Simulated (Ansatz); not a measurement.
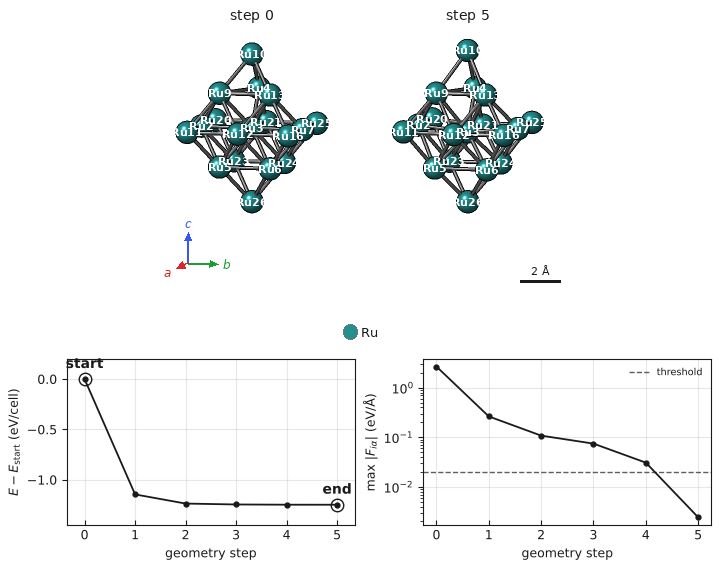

First and last geometry of a relaxation of a defect cell of composition Ru (started half-way along a vacancy jump, in the symmetry of that start), with the history of the run. Style: ball-and-stick. Shown: the atoms within 4.2 Å of the atom that moves most (axes of the conventional cell (2 times the calculation's cell) (origin shifted)), slightly off an axis. Lengths and directions refer to the drawn axes.

Theory: DFT PBE, scalar-relativistic, plane waves, PAW in Ansatz. Set-up: plane-wave cutoff 420 eV; k-point mesh 4 × 4 × 4; occupations gaussian; smearing width 0.1 eV; no spin polarisation; atoms relaxed in a fixed cell; force threshold 0.02 eV/Å; at most 60 steps.

### Read the history and describe the run.

It converged. The largest moves, 0.21 Å, are those of Ru1, Ru3, Ru10 and Ru21. Ru3 goes along [1 0 −2]. The lattice vectors keep their values. Near-neighbour distances that change, for instance: Ru3–Ru4 2.333 → 2.539 Å, Ru3–Ru21 2.694 → 2.850 Å, Ru3–Ru5 2.694 → 2.584 Å, Ru9–Ru13 2.694 → 2.610 Å. Over 5 geometry steps the energy falls by 1.247 eV per cell of the calculation. Largest force component: 2.7 eV/Å at the start, 0.0024 eV/Å at the end.

Limits of the set-up: the periodic images lie only 8.1 Å apart, so the values are limited by the cell's size.
